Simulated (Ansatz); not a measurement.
Geometry relaxation of Si3N4 (part 2 of 2)

Si3N4 (P6₃, 14 atoms in the cell); DFT PBE+D3(BJ), scalar-relativistic, plane waves, PAW, no spin polarisation (Ansatz 0.2.0); cutoff 420 eV, 6×6×8 k-mesh, Gaussian smearing of 0.02 eV. The structure derives from an entry of the Crystallography Open Database.

Geometry of the input (Å; fractional positions):
```
7.6015  0.0000  0.0000
-3.8007  6.5831  0.0000
0.0000  0.0000  2.9061
Si 0.7685  0.1746  0.2500
Si 0.5939  0.7685  0.7500
Si 0.8254  0.5939  0.2500
Si 0.2315  0.8254  0.7500
Si 0.4061  0.2315  0.2500
Si 0.1746  0.4061  0.7500
N  0.0305  0.3303  0.2485
N  0.7002  0.0305  0.7485
N  0.6697  0.7002  0.2485
N  0.9695  0.6697  0.7485
N  0.2998  0.9695  0.2485
N  0.3303  0.2998  0.7485
N  0.6667  0.3333  0.2469
N  0.3333  0.6667  0.7469
```

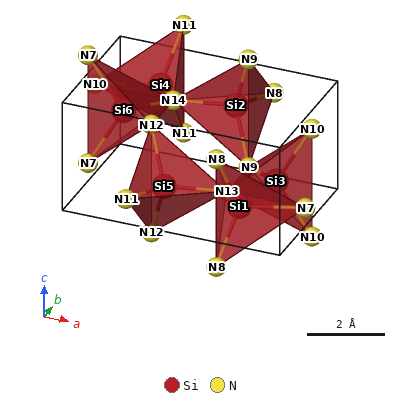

Figure 1. The geometry at step 3 of the log (polyhedral view of the cell of the calculation, seen slightly off an axis; polyhedra are completed across the faces of the cell; atoms are numbered from 1 in the order of the input).

## Output, continued
```
--- Forces (eV/Å), atoms counted from 1 ---
  atom   1  Si    -0.00327383     0.00273866     0.00016577
  atom   2  Si    -0.00400866    -0.00146589     0.00016577
  atom   3  Si    -0.00073484    -0.00420455     0.00016577
  atom   4  Si     0.00327383    -0.00273866     0.00016577
  atom   5  Si     0.00400866     0.00146589     0.00016577
  atom   6  Si     0.00073484     0.00420455     0.00016577
  atom   7  N     -0.00035927    -0.00118364    -0.00020093
  atom   8  N      0.00084543    -0.00090296    -0.00020093
  atom   9  N      0.00120470     0.00028068    -0.00020093
  atom  10  N      0.00035927     0.00118364    -0.00020093
  atom  11  N     -0.00084543     0.00090296    -0.00020093
  atom  12  N     -0.00120470    -0.00028068    -0.00020093
  atom  13  N      0.00000000     0.00000000     0.00011251
  atom  14  N     -0.00000000     0.00000000     0.00011251
  max |Σ_I F_I| component: 1.40e-5 eV/Å
--- Stress (GPa, compression-positive) ---
        0.040924       0.000000      -0.000000
       -0.000000       0.040924       0.000000
        0.000000       0.000000       0.005152
  P = ⅓ Tr σ = 0.0290 GPa (0.290 kbar)
--- Band table (eV; the first three rows and the last of 40) ---
  k-point 0: bands = ["-9.9589", "-8.5017", "-8.5017", "-7.8716", "-7.7347", "-7.7347", "-6.4937", "-6.1892", "0.1593", "0.1593", "0.2448", "0.8932", "0.8932", "2.4162", "2.4162", "3.2774", "3.6673", "4.1908", "4.1908", "4.3508", "4.3508", "4.9143", "4.9143", "4.9617", "5.4534", "6.6976", "6.6976", "6.9434", "6.9434", "7.7601", "7.8391", "8.0261", "12.5418", "12.9333", "13.1069", "13.1069", "13.4203", "13.4203", "14.1541", "15.6802", "16.2176", "16.2176", "16.9091", "17.7478", "17.7478", "18.0019"]
  k-point 1: bands = ["-9.7720", "-8.3337", "-8.3337", "-7.7420", "-7.5902", "-7.5902", "-6.4205", "-6.1625", "0.1788", "0.1788", "0.3657", "0.9212", "0.9213", "2.4812", "2.4812", "2.8992", "3.2851", "3.6648", "3.6648", "3.7410", "3.7411", "4.7203", "4.8313", "4.8313", "4.8810", "6.6577", "6.6577", "6.9751", "6.9751", "7.1512", "7.3235", "8.2136", "13.5619", "13.6703", "13.9607", "13.9607", "13.9860", "13.9860", "14.4733", "15.7529", "16.0185", "16.0186", "17.2912", "17.3149", "17.3150", "17.4412"]
  k-point 2: bands = ["-9.2338", "-7.8648", "-7.8648", "-7.4037", "-7.2097", "-7.2097", "-6.2507", "-6.1636", "-0.0541", "-0.0540", "0.6651", "0.6652", "0.6836", "1.5499", "2.4550", "2.4550", "2.7424", "2.7785", "2.7786", "3.2063", "3.2063", "3.6660", "4.6390", "4.7775", "4.7775", "6.0394", "6.5575", "6.5575", "6.6453", "6.9124", "6.9124", "8.1586", "13.9150", "13.9151", "14.7825", "14.9533", "14.9533", "15.1976", "15.4123", "15.9384", "15.9385", "16.1182", "16.1346", "16.1347", "16.6895", "17.1103"]
  k-point 39: bands = ["-7.4474", "-7.4474", "-6.8535", "-6.8535", "-6.8336", "-6.8336", "-6.1743", "-6.1743", "-0.8928", "-0.8928", "-0.2705", "-0.2705", "-0.0274", "-0.0274", "1.7480", "1.7480", "2.0527", "2.0527", "3.4071", "3.4071", "3.6519", "3.6519", "3.8842", "3.8842", "5.4983", "5.4983", "6.3388", "6.3388", "6.8383", "6.8383", "7.1154", "7.1154", "13.2382", "13.2382", "14.0655", "14.0655", "14.3786", "14.3786", "14.6137", "14.6137", "14.8281", "14.8281", "15.8479", "15.8479", "17.2490", "17.2490"]
--- Relaxed structure (4 steps of the walk, 4 accepted, 1 SCFs on fresh bases) ---
  F+E_penalty+E_count = -6905.35991938 eV   max|allowed force component| = 4.205e-3 eV/Å   (the final SCF, on the basis selected at the relaxed cell)
  cell:  # Å, volume = 146.3482 Å³
    - [7.61867848018438, -2.8932594856216935e-11, 1.1460067555309475e-18]
    - [-3.8093392400671338, 6.597969107119958, -5.730033777617035e-19]
    - [4.381254531274648e-19, 5.6763592569276275e-34, 2.91137106202832]
  atoms:
    - { symbol: Si, position: [0.7678339799790743, 0.17406039813471305, 0.24891398073210058] }
    - { symbol: Si, position: [0.5937735818443611, 0.7678339799790743, 0.7489139807321004] }
    - { symbol: Si, position: [0.8259396018652871, 0.5937735818443612, 0.24891398073210058] }
    - { symbol: Si, position: [0.23216602002092573, 0.825939601865287, 0.7489139807321004] }
    - { symbol: Si, position: [0.4062264181556388, 0.23216602002092576, 0.24891398073210058] }
    - { symbol: Si, position: [0.17406039813471305, 0.4062264181556388, 0.7489139807321004] }
    - { symbol: N, position: [0.029884700748854298, 0.329942139955832, 0.24891675495605176] }
    - { symbol: N, position: [0.6999425607930225, 0.029884700748854316, 0.7489167549560519] }
    - { symbol: N, position: [0.670057860044168, 0.6999425607930224, 0.24891675495605176] }
    - { symbol: N, position: [0.9701152992511457, 0.6700578600441681, 0.7489167549560519] }
    - { symbol: N, position: [0.3000574392069776, 0.9701152992511457, 0.24891675495605176] }
    - { symbol: N, position: [0.329942139955832, 0.30005743920697764, 0.7489167549560519] }
    - { symbol: N, position: [0.6666666666666667, 0.33333333333333326, 0.2489077929355431] }
    - { symbol: N, position: [0.3333333333333333, 0.6666666666666669, 0.7489077929355431] }
```

## Trajectory as extended XYZ (Å, eV, eV/Å), 5 frames, from step=1 to step=5
```
14
Lattice="7.6015 0.0000 0.0000 -3.8007 6.5831 0.0000 0.0000 0.0000 2.9061" Properties=species:S:1:pos:R:3:forces:R:3 step=1 energy=-6905.35239 pressure_GPa=1.69
Si    5.1781    1.1493    0.7265   -0.0363   0.0050  -0.1224
Si    1.5937    5.0590    2.1796   -0.0224  -0.0289  -0.1224
Si    4.0172    3.9097    0.7265    0.0138  -0.0339  -0.1224
Si   -1.3773    5.4338    2.1796    0.0363  -0.0050  -0.1224
Si    2.2070    1.5241    0.7265    0.0224   0.0289  -0.1224
Si   -0.2164    2.6734    2.1796   -0.0138   0.0339  -0.1224
N    -1.0235    2.1744    0.7222   -0.0205  -0.0334   0.1063
N     5.2067    0.2009    2.1752    0.0186  -0.0345   0.1063
N     2.4294    4.6095    0.7222    0.0392  -0.0011   0.1063
N     4.8242    4.4087    2.1752    0.0205   0.0334   0.1063
N    -1.4059    6.3822    0.7222   -0.0186   0.0345   0.1063
N     1.3713    1.9735    2.1752   -0.0392   0.0011   0.1063
N     3.8007    2.1944    0.7175    0.0000   0.0000   0.0484
N     0.0000    4.3887    2.1706    0.0000   0.0000   0.0484
14
Lattice="7.6103 0.0000 0.0000 -3.8052 6.5908 0.0000 0.0000 0.0000 2.9086" Properties=species:S:1:pos:R:3:forces:R:3 step=2 energy=-6905.35605 pressure_GPa=0.84
Si    5.1828    1.1492    0.7263   -0.0180  -0.0030  -0.0905
Si    1.5962    5.0630    2.1806   -0.0064  -0.0171  -0.0905
Si    4.0237    3.9138    0.7263    0.0116  -0.0141  -0.0905
Si   -1.3776    5.4416    2.1806    0.0180   0.0030  -0.0905
Si    2.2090    1.5277    0.7263    0.0064   0.0171  -0.0905
Si   -0.2186    2.6769    2.1806   -0.0116   0.0141  -0.0905
N    -1.0260    2.1753    0.7230   -0.0092  -0.0077   0.0792
N     5.2135    0.1991    2.1773    0.0021  -0.0118   0.0792
N     2.4343    4.6146    0.7230    0.0113  -0.0041   0.0792
N     4.8312    4.4155    2.1773    0.0092   0.0077   0.0792
N    -1.4083    6.3917    0.7230   -0.0021   0.0118   0.0792
N     1.3708    1.9762    2.1773   -0.0113   0.0041   0.0792
N     3.8052    2.1969    0.7200    0.0000   0.0000   0.0337
N     0.0000    4.3938    2.1743    0.0000   0.0000   0.0337
14
Lattice="7.6194 0.0000 0.0000 -3.8097 6.5986 0.0000 0.0000 0.0000 2.9113" Properties=species:S:1:pos:R:3:forces:R:3 step=3 energy=-6905.35692 pressure_GPa=-0.04
Si    5.1872    1.1488    0.7254    0.0037  -0.0071  -0.0276
Si    1.5988    5.0666    2.1810    0.0080  -0.0003  -0.0276
Si    4.0310    3.9179    0.7254    0.0043   0.0068  -0.0276
Si   -1.3775    5.4498    2.1810   -0.0037   0.0071  -0.0276
Si    2.2110    1.5320    0.7254   -0.0080   0.0003  -0.0276
Si   -0.2212    2.6807    2.1810   -0.0043  -0.0068  -0.0276
N    -1.0292    2.1769    0.7244    0.0027   0.0070   0.0238
N     5.2196    0.1971    2.1800   -0.0048   0.0058   0.0238
N     2.4391    4.6188    0.7244   -0.0074  -0.0012   0.0238
N     4.8390    4.4217    2.1800   -0.0027  -0.0070   0.0238
N    -1.4099    6.4015    0.7244    0.0048  -0.0058   0.0238
N     1.3706    1.9798    2.1800    0.0074   0.0012   0.0238
N     3.8097    2.1995    0.7233    0.0000   0.0000   0.0114
N     0.0000    4.3991    2.1789    0.0000   0.0000   0.0114
14
Lattice="7.6187 0.0000 0.0000 -3.8093 6.5980 0.0000 0.0000 0.0000 2.9114" Properties=species:S:1:pos:R:3:forces:R:3 step=4 energy=-6905.35710 pressure_GPa=-0.00
Si    5.1868    1.1484    0.7247   -0.0032   0.0028   0.0002
Si    1.5988    5.0661    2.1804   -0.0040  -0.0014   0.0002
Si    4.0307    3.9177    0.7247   -0.0008  -0.0042   0.0002
Si   -1.3775    5.4495    2.1804    0.0032  -0.0028   0.0002
Si    2.2105    1.5318    0.7247    0.0040   0.0014   0.0002
Si   -0.2213    2.6803    2.1804    0.0008   0.0042   0.0002
N    -1.0292    2.1769    0.7247   -0.0003  -0.0012  -0.0002
N     5.2188    0.1972    2.1804    0.0009  -0.0009  -0.0002
N     2.4386    4.6182    0.7247    0.0012   0.0003  -0.0002
N     4.8385    4.4210    2.1804    0.0003   0.0012  -0.0002
N    -1.4095    6.4008    0.7247   -0.0009   0.0009  -0.0002
N     1.3707    1.9798    2.1804   -0.0012  -0.0003  -0.0002
N     3.8093    2.1993    0.7247    0.0000   0.0000   0.0002
N     0.0000    4.3986    2.1803    0.0000   0.0000   0.0002
14
Lattice="7.6187 0.0000 0.0000 -3.8093 6.5980 0.0000 0.0000 0.0000 2.9114" Properties=species:S:1:pos:R:3:forces:R:3 step=5 energy=-6905.35992 pressure_GPa=0.03
Si    5.1868    1.1484    0.7247   -0.0033   0.0027   0.0002
Si    1.5988    5.0661    2.1804   -0.0040  -0.0015   0.0002
Si    4.0307    3.9177    0.7247   -0.0007  -0.0042   0.0002
Si   -1.3775    5.4495    2.1804    0.0033  -0.0027   0.0002
Si    2.2105    1.5318    0.7247    0.0040   0.0015   0.0002
Si   -0.2213    2.6803    2.1804    0.0007   0.0042   0.0002
N    -1.0292    2.1769    0.7247   -0.0004  -0.0012  -0.0002
N     5.2188    0.1972    2.1804    0.0008  -0.0009  -0.0002
N     2.4386    4.6182    0.7247    0.0012   0.0003  -0.0002
N     4.8385    4.4210    2.1804    0.0004   0.0012  -0.0002
N    -1.4095    6.4008    0.7247   -0.0008   0.0009  -0.0002
N     1.3707    1.9798    2.1804   -0.0012  -0.0003  -0.0002
N     3.8093    2.1993    0.7247    0.0000   0.0000   0.0001
N     0.0000    4.3986    2.1803    0.0000   0.0000   0.0001
```

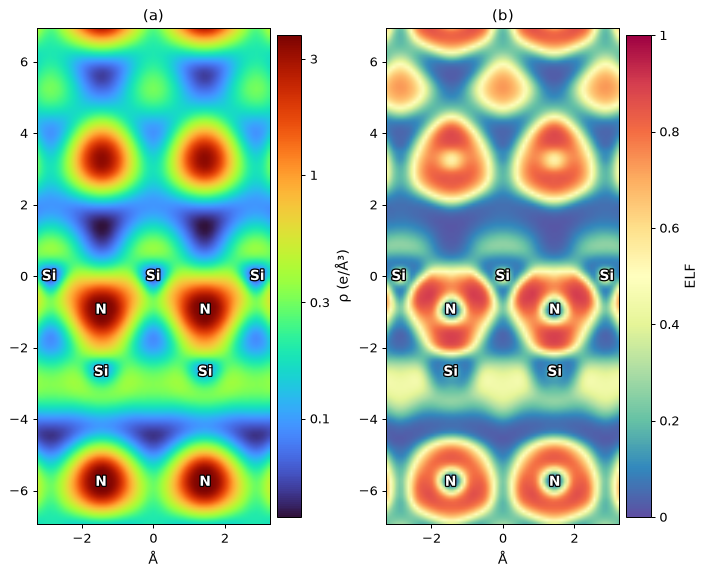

Figure 2. (a) valence electron density; (b) electron localisation function on the (110) plane of the conventional cell. Atoms in the plane: Si and N. Si–N (1.74 Å): the density is about 1.1 e/Å³ at the midpoint; the ELF peaks at about 0.90 between the atoms, which marks a polar covalent bond. Away from the nuclei the density in this plane falls to 0.04 e/Å³ at its lowest. Core electrons are frozen (PAW), so the fields are smoothed inside the atomic spheres.

## Results in brief

```tsv
quantity	value
outcome	converged
space group (tolerance 0.01 Å)	P6₃ (173) → P6₃/m (176)
electrons treated	64
free energy	−6905.3599 eV
Fermi energy	10.378 eV
gap on the k-point mesh	4.33 eV
pressure	0.03 GPa
final volume	146.35 Å³
largest force (length of the vector) at the end	0.004 eV/Å
final cell	a = 7.619 Å, b = 7.619 Å, c = 2.911 Å, α = 90.00°, β = 90.00°, γ = 120.00°
hardware	4 threads of Intel Xeon @ 2.50GHz (Skylake/Cascade Lake), 192 GiB of memory available, shared host
wall time	57 s (CPU time 3.5 min)
peak memory	0.65 GiB
```
